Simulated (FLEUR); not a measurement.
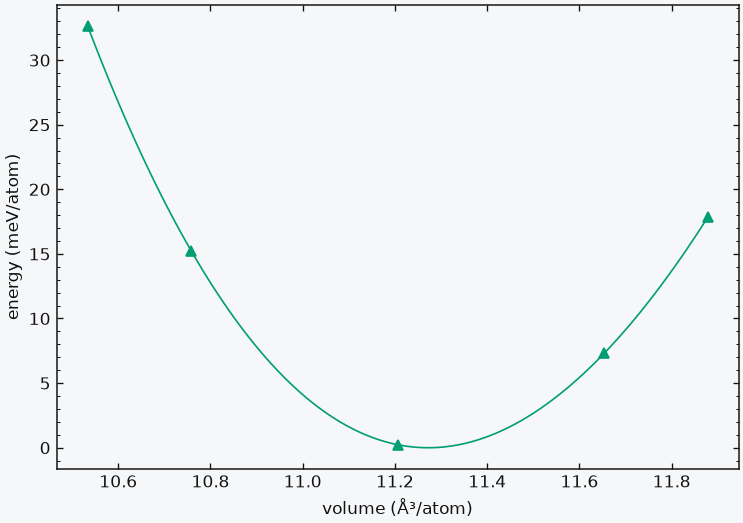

Plotted: energy against volume for AlCo, space group Pm-3m (No. 221).

Cell as given: a = 2.819 Å, b = 2.819 Å, c = 2.819 Å, α = 90.00°, β = 90.00°, γ = 90.00°; 2 atoms.

How it was computed, with FLEUR MaX-R8.1 (later development tree): all-electron LAPW DFT, collinear spins; energies at scaled volumes of the given cell, shape and fractions fixed, counted from the fit's minimum, third-order Birch-Murnaghan fit. Level: WC, collinear spin.

- k mesh: 9×9×9
- occupations: Fermi–Dirac
- smearing width: 0.05 eV
- potentials: all electron
- program settings: basis FLAPW, kmax 5.05 1/bohr

This calculation gives: equilibrium volume 11.27 Å³/atom and bulk modulus 192 GPa.

Now the level changes from WC to LDA. What happens?

The equilibrium volume falls from 11.27 to 10.89 Å³/atom (−3.4 %) and the bulk modulus rises from 192 to 208 GPa (+8.3 %).

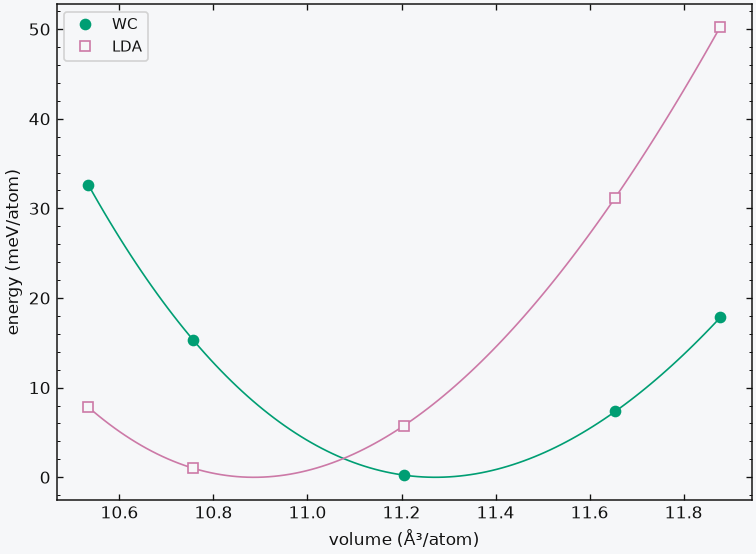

The two results together.

V0 and the bulk modulus come from third-order Birch–Murnaghan fits.
